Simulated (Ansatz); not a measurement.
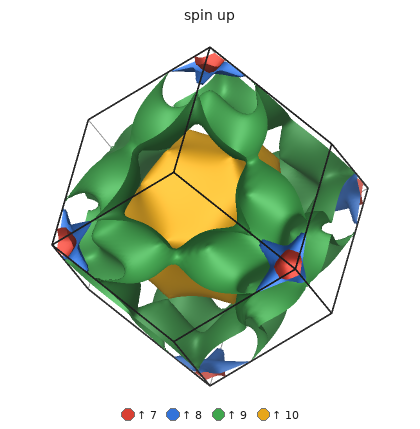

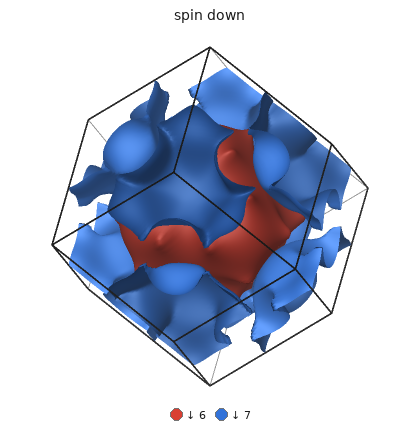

Spin-resolved Fermi surfaces of Mn (Im-3m); the net moment is 2.8 μB per cell, and spin up is the majority channel.

Level of theory: DFT PBEsol, scalar-relativistic, plane waves, PAW; levels and slopes on a dense k mesh at the converged density (Ansatz). Collinear spin polarisation. The levels come from a k mesh of 34×34×34 points. The geometry was not relaxed (residual pressure −21 GPa). Sheets, masses and frequencies are those of this strained cell.

**How do the two spin channels differ at the Fermi level?**

Spin up has four and spin down two bands crossing, with 0.99 and 1.4 states/eV per cell, so (N↑ − N↓)/(N↑ + N↓) = −0.16.

**Describe the sheets.**

Spin-up band 7: one hole pocket centred at H (0.42 % of the zone); mean Fermi speed 3.8 × 10⁵ m/s.
Spin-up band 8: one hole pocket centred at H (1.1 % of the zone); mean Fermi speed 3.1 × 10⁵ m/s.
Spin-up band 9: an open network that joins neighbouring zones in all directions (the band is filled at Γ and empty at H and N); mean Fermi speed 2.8 × 10⁵ m/s.
Spin-up band 10: one electron pocket centred at Γ (20 % of the zone); mean Fermi speed 4.5 × 10⁵ m/s.
Spin-down band 6: one hole pocket centred at Γ (20 % of the zone); mean Fermi speed 2.5 × 10⁵ m/s.
Spin-down band 7: two electron pockets centred at P (each 15 % of the zone); mean Fermi speed 2.5 × 10⁵ m/s.
A pocket cut by a face of the zone is counted once with the part on the opposite face.
The shape of the surface of spin-down band 7 changes its kind within 0.03 eV of this level, so small parts may appear, vanish, join or separate.

The run ends with a net moment of 2.8 μB a cell, the order reached from its starting moments, not necessarily the lowest. Necks and pockets thinner than about two mesh steps aren't resolved, so separate pockets may in truth be joined.
